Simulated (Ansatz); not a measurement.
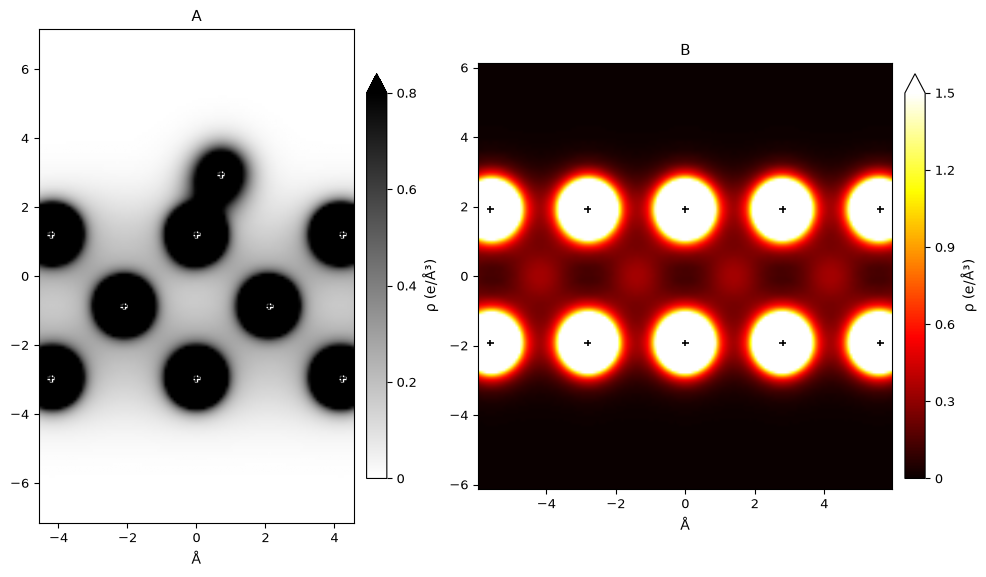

The valence electron density of 2 systems, each on a plane through atoms (crosses mark nuclei in the plane).

The calculation used DFT PBE, scalar-relativistic, plane waves, PAW in Ansatz.

System 1: Pt (slab), the (100) plane of the calculation cell, a cut from vacuum to vacuum. PAW files of the earlier set (soft_1).

```yaml
crystal:
  lattice:
    - [5.61433, 0.00000, 0.00000]
    - [0.00000, 5.61433, 0.00000]
    - [0.00000, 0.00000, 19.35139]
  atoms:
    - { symbol: Pt, position: [0.25000, 0.25000, 0.20670] }
    - { symbol: Pt, position: [0.25000, 0.75000, 0.20670] }
    - { symbol: Pt, position: [0.75000, 0.25000, 0.20670] }
    - { symbol: Pt, position: [0.75000, 0.75000, 0.20670] }
    - { symbol: Pt, position: [0.00000, 0.00000, 0.30625] }
    - { symbol: Pt, position: [0.00000, 0.50000, 0.30625] }
    - { symbol: Pt, position: [0.50000, 0.00000, 0.30625] }
    - { symbol: Pt, position: [0.50000, 0.50000, 0.30625] }
    - { symbol: Pt, position: [0.25000, 0.25000, 0.40573] }
    - { symbol: Pt, position: [0.25000, 0.75000, 0.40573] }
    - { symbol: Pt, position: [0.75000, 0.25000, 0.40573] }
    - { symbol: Pt, position: [0.75000, 0.75000, 0.40573] }
```

System 2: Ta₁₂C (slab), the (11̄0) plane of the calculation cell, a cut from vacuum to vacuum. Not relaxed (largest force 1.1 eV/Å); PAW files of the earlier set (soft_1).

```
Ta C
1.0
     5.97236    0.00000    0.00000
     0.00000    5.97236    0.00000
     0.00000    0.00000   19.67538
Ta C
12 1
Cartesian
  1.4931 1.4931 4.0000
  1.4931 4.4793 4.0000
  4.4793 1.4931 4.0000
  4.4793 4.4793 4.0000
  0.0000 0.0000 6.0880
  0.0000 2.9862 6.0880
  2.9862 0.0000 6.0880
  2.9862 2.9862 6.0880
  1.4931 1.4931 8.1753
  1.4931 4.4793 8.1753
  4.4793 1.4931 8.1753
  4.4793 4.4793 8.1753
  1.9908 1.9908 9.9117
```

Question: Which map belongs to which system?

Answer: Panel A is system 2, Ta₁₂C: the plane holds Ta and C. Ta–C (1.87 Å): ρ at the midpoint is about 1.4 e/Å³. Panel B is system 1, Pt: the plane holds Pt. Pt–Pt (2.81 Å): ρ at the midpoint is about 0.35 e/Å³.
